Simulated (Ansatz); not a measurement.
```xyz
2
Lattice="2.7812 0.0000 0.0000 -1.3906 2.4086 0.0000 0.0000 0.0000 4.7483" Properties=species:S:1:pos:R:3 pbc="T T T"
Ti    0.0000    0.0000    0.0000
Al    0.0000    1.6058    2.3741
```

Space group P-6m2; a structure from a database of computed crystals, not necessarily the ambient phase; changed on purpose from its base cell (strain -0.030 along x and y, +0.015 along z, atoms carried along); computed pressure about 4 GPa in this cell; computed without spin polarisation.

Level of theory: DFT r2SCAN, scalar-relativistic, plane waves, PAW in Ansatz 0.2.0.

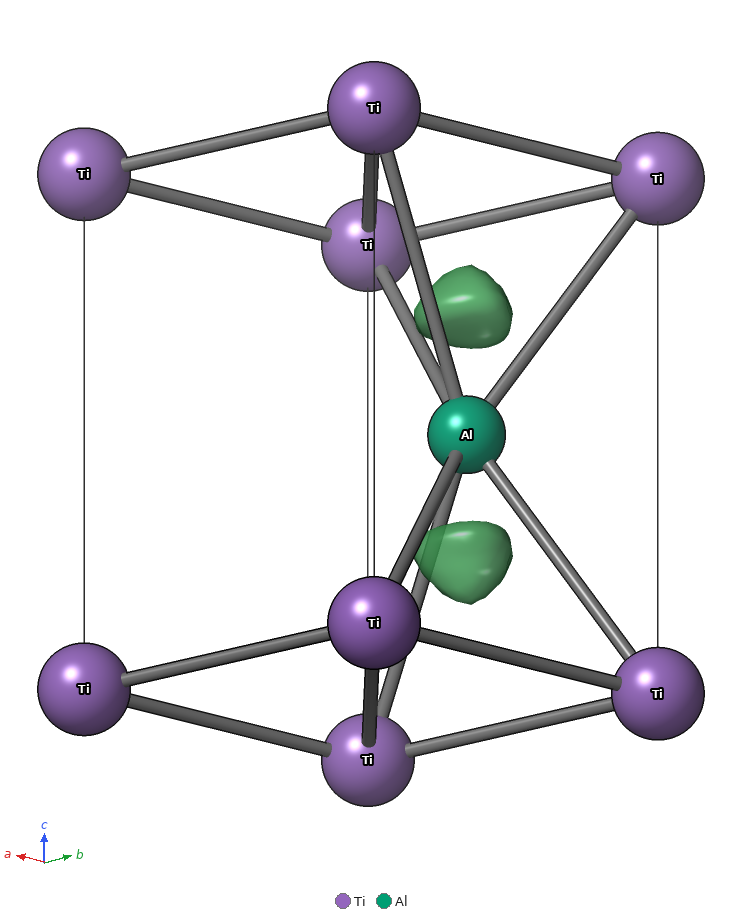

TiAl. Isosurface of the ELF at 0.75 (green), seen at an oblique angle. Only the valence region is drawn (cores and ρ < 0.01 e/Å³ removed). Sticks mark near contacts.

Q: Where are the electrons localised?

A: The ELF exceeds this value in two pockets between the atoms, centred on no nucleus (multi-centre or interstitial), counted in one cell of 2 atoms. Any copies at cell faces, edges or corners count once. Profiles from the grid: Ti–Ti (2.78 Å): the ELF is about 0.25 at the midpoint; no localised pair shows between them. Al–Al (2.78 Å): the ELF peaks at about 0.60 between the atoms.
